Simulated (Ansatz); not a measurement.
Al

The calculation's input:

```
crystal:
  lattice:
    - [4.5467311772, 0.0, 0.0]
    - [-2.2733655886, 3.9375847036, 0.0]
    - [0.0, 0.0, 2.7539328018]
  atoms:
    - { symbol: Al, position: [0.3333333333, 0.6666666667, 0.5] }
    - { symbol: Al, position: [0.6666666667, 0.3333333333, 0.5] }
basis:
  ecutwfc: 420
kpoints:
  mp_grid: { grid: [15, 15, 20] }
  band_path:
    path:
      - [[0.0, 0.0, 0.0], [0.5, 0.0, 0.0], [0.33333333, 0.33333333, 0.0], [0.0, 0.0, 0.0], [0.0, 0.0, 0.5], [0.5, 0.0, 0.5], [0.33333333, 0.33333333, 0.5], [0.0, 0.0, 0.5]]
      - [[0.5, 0.0, 0.5], [0.5, 0.0, 0.0]]
      - [[0.33333333, 0.33333333, 0.5], [0.33333333, 0.33333333, 0.0]]
    npoints: 14
hamiltonian:
  xc: pbe
scf:
  occupations: { method: gaussian, width: 0.1 }
  n_extra_bands: 6
output:
  forces: true
  stress: true
  eigenvalues: true
  populations: true
  dos: { projected: true, de: 0.02, nscf_kmesh: { grid: [18, 18, 24] } }
  bader: true
  write_density: true
  write_potential: true
  elf: true
  volumetric_format: npy
```

Run with:

```sh
ansatz run input.yaml --threads 1 --pin off --max-ram 2048MiB --backend cpu --events-out ev --progress --plain --runs-dir out
```

Below, planes, directions and counts refer to the conventional cell (a = 4.55 Å, b = 4.55 Å, c = 2.75 Å, α = 90.00°, β = 90.00°, γ = 120.00°).

Space group P6/mmm; a structure generated by program, which may or may not match a known phase.

These are results of DFT PBE, scalar-relativistic, plane waves, PAW (Ansatz 0.2.0), not measurements.

**What can the converged valence pseudo-density and electron localisation function tell about the bonding?**

Al–Al (2.75 Å): ρ at the midpoint is about 0.2 e/Å³; the ELF peaks at about 0.70 between the atoms.

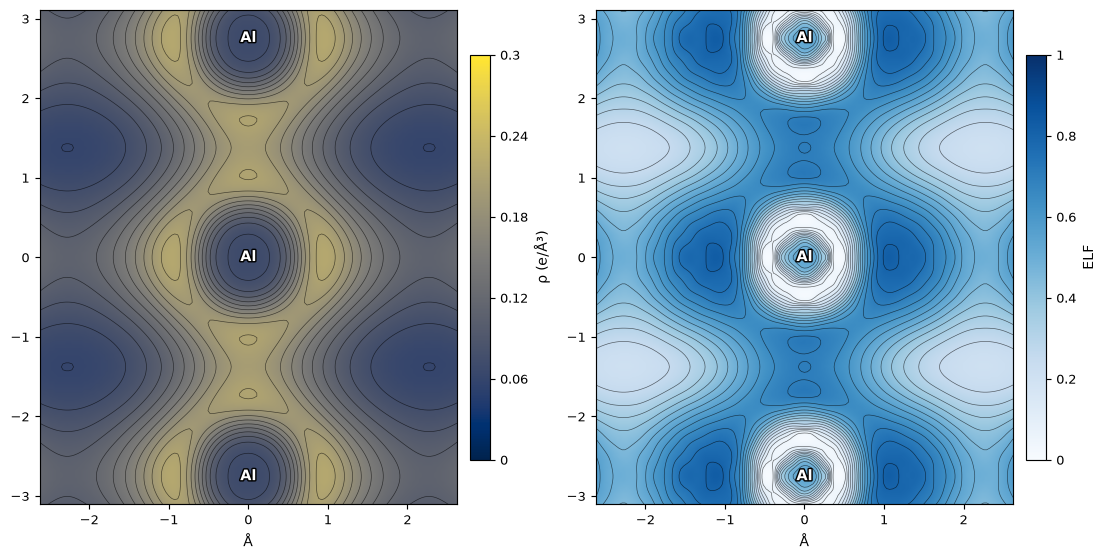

Computed valence pseudo-density and electron localisation function on the (010) plane of the conventional cell, in this order. 

In a PAW calculation such maps are meaningful between the atoms, not at the nuclei.
